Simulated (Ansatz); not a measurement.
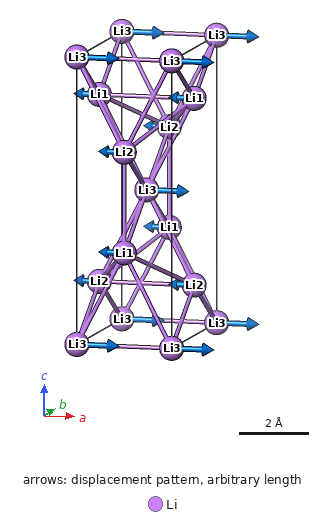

One vibrational mode of crystalline Li (a generated structure) at the zone centre. The blue arrows are the displacements of the atoms (eigenvector over the root of the mass), of arbitrary overall length and sign. A ball-and-stick model of the conventional cell (2 times the calculation's cell), seen slightly off an axis. Lengths and directions refer to the drawn axes.

The calculation used DFT PBE, scalar-relativistic, plane waves, PAW in Ansatz 0.2.0.

Input
```yaml
crystal:
  lattice:
    - [-1.4272468554, 2.530347969, 4.2316975023]
    - [1.4272468554, -2.530347969, 4.2316975023]
    - [1.4272468554, 2.530347969, -4.2316975023]
  atoms:
    - { symbol: Li, position: [0.3249837937, 0.8249837937, 0.5] }
    - { symbol: Li, position: [0.6750162063, 0.1750162063, 0.5] }
    - { symbol: Li, position: [0.0, 0.0, 0.0] }
basis:
  ecutwfc: 420
kpoints:
  mp_grid: { grid: [18, 18, 18] }
hamiltonian:
  xc: pbe
scf:
  occupations: { method: fermi_dirac, width: 0.15 }
output:
  eigenvalues: true
phonons:
  method: dfpt
  eigenvectors: true
```

Command:
```bash
ansatz run input.yaml --threads 1 --pin off --max-ram 3072MiB --backend cpu --events-out ev --progress --plain --runs-dir out
```

The frequencies depend somewhat on the k-mesh and the smearing.

> Give the symmetry, activity and frequency of this mode.

This is the B₃u mode at 55i cm⁻¹, the lowest optical level, infrared-active by symmetry. The Li (2a) sublattice moves against the Li (4j) sublattice, along a. The crystal is a metal, so free carriers screen the infrared response. The frequency is imaginary, so the structure is unstable against this distortion. Freezing in the drawn pattern lowers the space group from Immm to Imm2 (No. 44).
